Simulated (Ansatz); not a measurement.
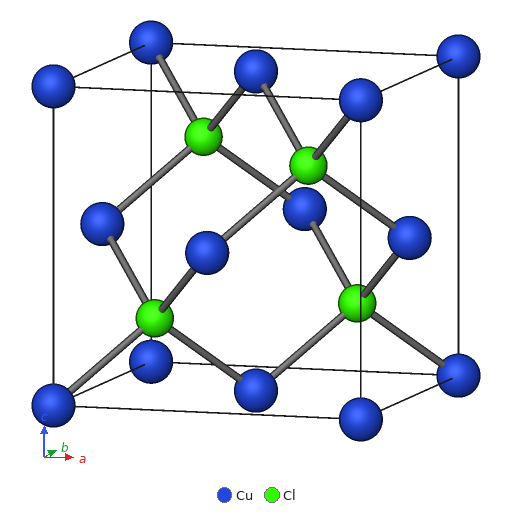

System: CuCl, space group F-43m (No. 216). The picture shows the conventional cell.

Structure:
```yaml
crystal:
  lattice:
    - [0.00000, 2.71010, 2.71010]
    - [2.71010, 0.00000, 2.71010]
    - [2.71010, 2.71010, 0.00000]
  atoms:
    - { symbol: Cu, position: [0.00000, 0.00000, 0.00000] }
    - { symbol: Cl, position: [0.75000, 0.75000, 0.75000] }
```

Input of one of the runs behind the figure:
```
crystal:
  lattice:
    - [0.0, 2.7101, 2.7101]
    - [2.7101, 0.0, 2.7101]
    - [2.7101, 2.7101, 0.0]
  atoms:
    - { symbol: Cu, position: [0.0, 0.0, 0.0] }
    - { symbol: Cl, position: [0.75, 0.75, 0.75] }
kpoints:
  mp_grid: { grid: [11, 11, 11] }
  band_path:
    path:
      - [0.0, 0.0, 0.0]
      - [-0.5, -0.5, 0.0]
      - [-0.375, -0.375, 0.25]
      - [-0.375, 0.0, 0.375]
      - [0.0, 0.0, 0.0]
      - [0.0, 0.0, 0.5]
      - [-0.5, -0.25, 0.25]
      - [-0.5, -0.5, 0.0]
    npoints: 8
scf:
  occupations: { method: fermi_dirac, width: 0.03 }
hamiltonian:
  xc: pbe
  pseudopotentials: { kind: all_electron, datasets: crystal }
output:
  forces: true
  stress: true
  eigenvalues: true
  efg: { contact_densities: true }
```

Launched with:
```bash
ansatz run input.yaml --threads 1 --pin off --max-ram 3072MiB --backend cpu --events-out ev --progress --plain --runs-dir out
```

Computed with Ansatz 0.2.0: periodic Kohn-Sham DFT of a crystal at fixed atoms, scaled to the stated factor times the given cell; pressure positive in compression. Level: PBE.

method all-electron PAW; relativity scalar; k mesh 11×11×11; occupations Fermi–Dirac; smearing width 0.03 eV; nucleus Gaussian.

V(given) is 19.90 Å³/atom.

Describe the result: the pressure against V/V(given). The V/V(given) takes the values 0.9400, 0.9405, 0.9600, 0.9800, 0.9900, 1.0000, 1.0100, 1.0200, 1.0400, 1.0600.

The pressure falls from 3.710 GPa at V/V(given) 0.9400 to −2.338 GPa at 1.0600, and changes sign near 1.003. The volume at zero pressure from a fit of the pressures is 20 Å³/atom. The bulk modulus from that fit is 48.6 GPa.

| V/V(given) | pressure (GPa) |
| --- | --- |
| 0.9400 | 3.710 |
| 0.9405 | 3.675 |
| 0.9600 | 2.372 |
| 0.9800 | 1.187 |
| 0.9900 | 0.647 |
| 1.0000 | 0.138 |
| 1.0100 | −0.340 |
| 1.0200 | −0.790 |
| 1.0400 | −1.612 |
| 1.0600 | −2.338 |

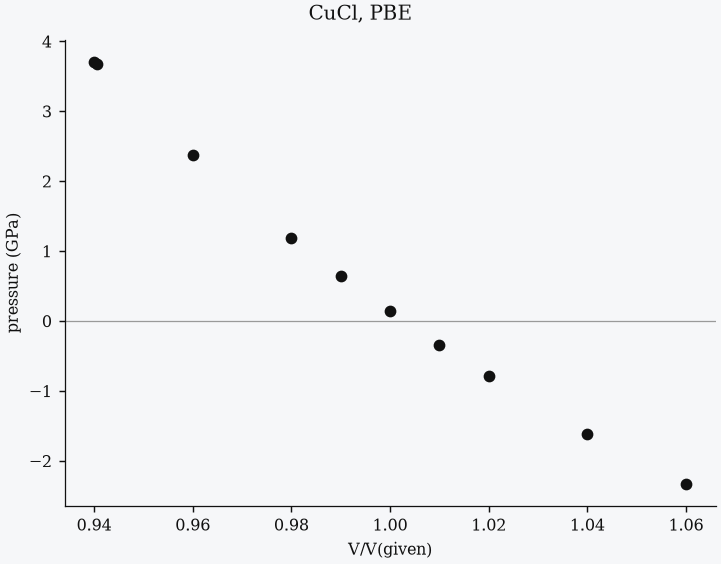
